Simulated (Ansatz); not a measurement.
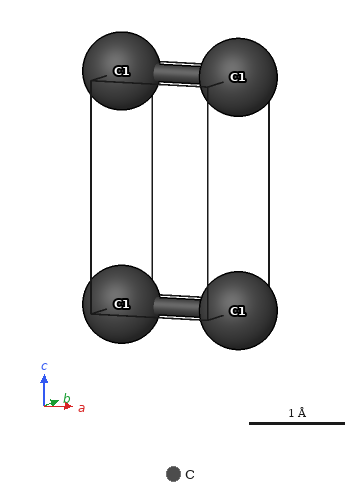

The structure (ball-and-stick view of the cell of the calculation, seen slightly off an axis; atoms are numbered from 1 in the order of the input). An atom can appear more than once, as a periodic image.

# Two runs on C

System: C (1 atom in the cell).
Method of run 1: DFT PBE, scalar-relativistic, plane waves, PAW, no spin polarisation (Ansatz 0.2.0).

The structure was made by a generator, so it may or may not be a known phase. Text and figures count atoms from 1; the logs count them from 0 in places.

Input, run 1:
```yaml
crystal:
  lattice:
    - [1.32888262, 0.0, 0.0]
    - [0.0, 1.68128486, 0.0]
    - [0.0, 0.0, 2.47766613]
  atoms:
    - { symbol: C, position: [0.0, 0.5, 0.0] }
basis:
  ecutwfc: 420
kpoints:
  mp_grid: { grid: [12, 10, 8] }
hamiltonian:
  xc: pbe
scf:
  occupations: { method: gaussian, width: 0.1 }
  lower_state_search: "off"
output:
  forces: true
  stress: true
  eigenvalues: true
```

Launched with:
```bash
ansatz run input.yaml --threads 1 --pin off --max-ram 2560MiB --backend cpu --events-out ev --progress --plain --runs-dir out
```

Hardware: 1 thread of Intel Xeon @ 2.50GHz (Skylake/Cascade Lake), 189 GiB of memory available, shared host.

Output, shortened to warnings, some set-up lines, iterations and results (run 1):
```
Basis set: ecut = 420 eV, 113 PW (Γ), exchange–correlation on 18×24×36 points (8 copies of the dense FFT grid, shifted against one another)
Symmetry: 8 space group operations
k-points: 210 of 960
Initial density: superposition of atomic densities (neutral atoms: chi_scale 0, normalization atom), corrected by the library's trained network
[...]
SCF iter   1: F=—  HF=-247.590019 eV  |F-HF|=—  |Δ(HF+E_count)|=         —  Δρ=3.14e-2  dr2=3.45e-2  ethr=1.77e-3  ⟨swp⟩=4.8  Hψ=10175  notcnv=0
SCF iter   2: F=—  HF=-247.581541 eV  |F-HF|=—  |Δ(HF+E_count)|=   8.48e-3  Δρ=1.71e-2  dr2=1.13e-2  ethr=8.62e-4  ⟨swp⟩=1.0  Hψ=2940  notcnv=0
SCF iter   3: F=—  HF=-247.577072 eV  |F-HF|=—  |Δ(HF+E_count)|=   4.47e-3  Δρ=1.43e-3  dr2=3.46e-5  ethr=2.83e-4  ⟨swp⟩=2.6  Hψ=2029  notcnv=0
SCF iter   4: F=—  HF=-247.577074 eV  |F-HF|=—  |Δ(HF+E_count)|=   2.62e-6  Δρ=2.50e-4  dr2=2.14e-6  ethr=8.64e-7  ⟨swp⟩=2.1  Hψ=1556  notcnv=0
SCF iter   5: F=-247.577074 eV  HF=-247.577074 eV  |F-HF|=1.90e-8  |Δ(HF+E_count)|=   9.06e-7  Δρ=4.00e-5  dr2=4.48e-8  ethr=5.35e-8  ⟨swp⟩=1.7  Hψ=1455  notcnv=0
SCF iter   6: F=-247.577074 eV  HF=-247.577074 eV  |F-HF|=1.05e-10  |Δ(HF+E_count)|=   1.14e-8  Δρ=2.36e-6  dr2=8.33e-11  ethr=1.12e-9  ⟨swp⟩=2.6  Hψ=4393  notcnv=0
SCF 1 converged in 6 iterations: F = -247.577074 eV  dr2 = 8.33e-11
SCF converged after 6 iterations
Free energy (F): -247.577074 eV
Harris-Foulkes:  -247.577074 eV  (|F-HF|=1.05e-10)
Internal energy: -247.574835 eV  (E = F + TS)
E sigma→0 (E₀):  -247.575954 eV
Entropy (-TS):   -0.002239 eV (-2.239 meV/atom)
Fermi energy:    14.385503 eV
--- Per-component energies (eV) ---
  E_band       = 16.565405
  E_kinetic    = 96.799152
  E_local      = -79.802428  (includes V_loc(G=0)·N_el)
  E_nonlocal   = 28.981226
  E_hartree    = 19.580325
  E_xc         = -49.614560
  E_vxc        = -61.629149  (∫ρ·V_xc dr)
  E_paw        = -99.479945  (= ΣΔE_a)
  E_vpaw       = -6.944067  (= ΣTr[D̂ρ^β])
  E_aug_tail   = 0.000008  (compensation charges beyond the density's cutoff)
  E_ewald      = -164.038613
  E_smearing   = -0.002239  (= −TS)
  E_closure    = -0.000000  (closes the sum)
  Σ components = -247.577074   (vs F -247.577074, Δ=0.00e0)
--- Forces (eV/Å), atoms counted from 1 ---
  atom   1  C      0.00000000     0.00000000    -0.00000000
  max |Σ_I F_I| component: 1.73e-31 eV/Å
--- Stress (GPa, compression-positive) ---
      134.870303      -0.000000       0.000000
       -0.000000     205.860300       0.000000
        0.000000       0.000000      63.018255
  P = ⅓ Tr σ = 134.5830 GPa (1345.830 kbar)
```

For run 2 the input was changed thus:
```diff
-    - { symbol: C, position: [0.0, 0.5, 0.0] }
+    - { symbol: C, position: [0.0, 0.5, 0.0], spin: 1.0 }
+  populations: true
+magnetization:
+  spin_polarized: true
```

Predict how the results change.

The energy is the same within 0.01 meV per atom. With spin allowed, the absolute moment of the cell comes to 0.00 μB. The SCF takes 16 iterations against 6. On the same kind of shared host run 2 took about 2.9 times as long. The two runs start from different initial densities, which also moves the count.

Output, shortened to warnings, some set-up lines, iterations and results (run 2):
```
WARN: the starting moments were not kept: the SCF closed with an absolute magnetisation of 1.4e-6 μB, where they sum to 1 μB in size (1 site). That is at most 0.1 of that sum. Measured as dr2_m measures the in/out step, that magnetisation stands 1.8e-12 eV from none, at or under the dr2_threshold of 1.0e-7 eV: it is no larger than a step whose dr2_m would equal this threshold. The system may hold …
Basis set: ecut = 420 eV, 113 PW (Γ), exchange–correlation on 18×24×36 points (8 copies of the dense FFT grid, shifted against one another)
Symmetry: 8 space group operations
k-points: 210 of 960
Initial density: superposition of atomic densities (chi_scale 0.1, normalization cell)
[...]
SCF iter   1: F=—  HF=-247.643179 eV  |F-HF|=—  |Δ(HF+E_count)|=         —  Δρ=1.26e-1 (↑7.78e-2 ↓1.26e-1)  dr2=9.88e-1  dr2_m=2.66e-1  M=0.316 μB ∫|m|=0.316 μB  β_m=0.30  …
SCF iter   2: F=—  HF=-247.616356 eV  |F-HF|=—  |Δ(HF+E_count)|=   2.68e-2  Δρ=9.62e-2 (↑6.00e-2 ↓9.62e-2)  dr2=5.65e-1  dr2_m=1.65e-1  M=0.246 μB ∫|m|=0.246 μB  β_m=0.30  …
SCF iter   3: F=—  HF=-247.452174 eV  |F-HF|=—  |Δ(HF+E_count)|=   1.64e-1  Δρ=4.48e-2 (↑4.48e-2 ↓4.48e-2)  dr2=6.32e-3  dr2_m=9.81e-2  M=0.200 μB ∫|m|=0.200 μB  β_m=0.30  …
SCF iter   4: F=—  HF=-247.500781 eV  |F-HF|=—  |Δ(HF+E_count)|=   4.86e-2  Δρ=3.58e-2 (↑3.55e-2 ↓3.58e-2)  dr2=2.98e-3  dr2_m=6.27e-2  M=0.161 μB ∫|m|=0.161 μB  β_m=0.30  …
SCF iter   5: F=—  HF=-247.532169 eV  |F-HF|=—  |Δ(HF+E_count)|=   3.14e-2  Δρ=2.78e-2 (↑2.75e-2 ↓2.78e-2)  dr2=6.68e-5  dr2_m=3.88e-2  M=0.135 μB ∫|m|=0.135 μB  β_m=0.30  …
[... 7 lines ...]
SCF iter  13: F=—  HF=-247.577073 eV  |F-HF|=—  |Δ(HF+E_count)|=   8.56e-6  Δρ=7.05e-5 (↑3.41e-5 ↓7.05e-5)  dr2=4.48e-8  dr2_m=1.33e-7  M=0.000 μB ∫|m|=0.000 μB  β_m=0.98  …
SCF iter  14: F=-247.577074 eV  HF=-247.577074 eV  |F-HF|=1.51e-9  |Δ(HF+E_count)|=   2.76e-7  Δρ=8.26e-6 (↑8.26e-6 ↓2.80e-6)  dr2=3.79e-9  dr2_m=5.77e-10  M=0.000 μB …
SCF iter  15: F=-247.577074 eV  HF=-247.577074 eV  |F-HF|=1.11e-10  |Δ(HF+E_count)|=  8.73e-11  Δρ=1.31e-6 (↑1.31e-6 ↓1.11e-6)  dr2=2.26e-10  dr2_m=2.55e-11  M=0.000 μB …
SCF iter  16: F=-247.577074 eV  HF=-247.577074 eV  |F-HF|=1.08e-12  |Δ(HF+E_count)|=  4.87e-11  Δρ=1.63e-7 (↑1.63e-7 ↓1.43e-7)  dr2=1.92e-13  dr2_m=1.14e-12  M=-0.000 μB …
SCF 1 converged in 16 iterations: F = -247.577074 eV  dr2 = 1.92e-13
SCF converged after 16 iterations
Magnetization: -0.0000 μB (2.0000 up, 2.0000 down)
Absolute magnetization: 0.0000 μB (∫|ρ↑−ρ↓|, with the PAW one-centre terms)
Spin contamination: 0.0000 ħ² per cell (⟨S²⟩ above its minimum at these occupations)
Per-site moments (μB) at R_I (Å): [(-6.435704635763293e-7, 0.54816408075)]
Free energy (F): -247.577074 eV
Harris-Foulkes:  -247.577074 eV  (|F-HF|=1.08e-12)
Internal energy: -247.574835 eV  (E = F + TS)
E sigma→0 (E₀):  -247.575954 eV
Entropy (-TS):   -0.002239 eV (-2.239 meV/atom)
Fermi energy:    14.385501 eV
--- Per-component energies (eV) ---
  E_band       = 16.565391
  E_kinetic    = 96.799154
  E_local      = -79.802435  (includes V_loc(G=0)·N_el)
  E_nonlocal   = 28.981231
  E_hartree    = 19.580326
  E_xc         = -49.614561
  E_vxc        = -61.629150  (∫ρ·V_xc dr)
  E_paw        = -99.479946  (= ΣΔE_a)
  E_vpaw       = -6.944066  (= ΣTr[D̂ρ^β])
  E_aug_tail   = 0.000008  (compensation charges beyond the density's cutoff)
  E_ewald      = -164.038613
  E_smearing   = -0.002239  (= −TS)
  E_closure    = -0.000000  (closes the sum)
  Σ components = -247.577074   (vs F -247.577074, Δ=0.00e0)
--- Forces (eV/Å), atoms counted from 1 ---
  atom   1  C      0.00000000     0.00000000    -0.00000000
  max |Σ_I F_I| component: 1.97e-31 eV/Å
--- Stress (GPa, compression-positive) ---
      134.870115      -0.000000       0.000000
       -0.000000     205.860409       0.000000
        0.000000       0.000000      63.018336
  P = ⅓ Tr σ = 134.5830 GPa (1345.830 kbar)
--- Löwdin populations: 1 site ---
  site symbol       q [e]    m [muB]
     0      C      3.9669    -0.0000
  spilling = 0.008269 (of n_electrons = 4.000000)
```

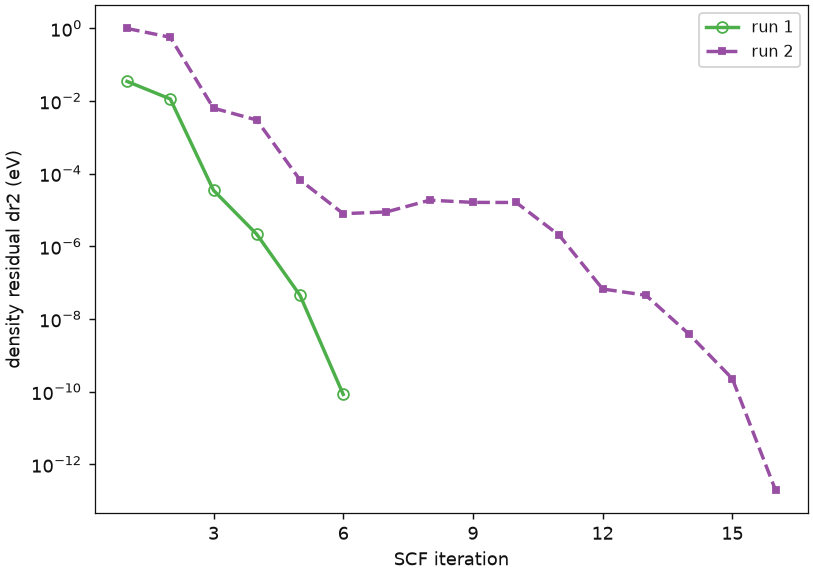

Convergence of the two runs: density residual dr2 against the SCF iteration. Run 1 takes 6 iterations in all, and run 2 takes 16.

The two runs side by side:

```tsv
quantity	run 1	run 2
outcome	converged	converged
free energy per atom (eV)	−247.5771	−247.5771
energy per atom, smearing taken to zero (eV)	−247.5760	−247.5760
gap on the mesh (eV)	0.00	0.00
pressure (GPa)	134.58	134.58
largest force (eV/Å)	0.000	0.000
SCF iterations	6	16
irreducible k-points	210	210
plane waves at Γ	113	113
net moment of the cell (μB)	–	0.00
absolute moment of the cell (μB)	–	0.00
wall time (shared host)	2.9 s	8.3 s
```

For run 2: Warnings: some starting moments were not kept.
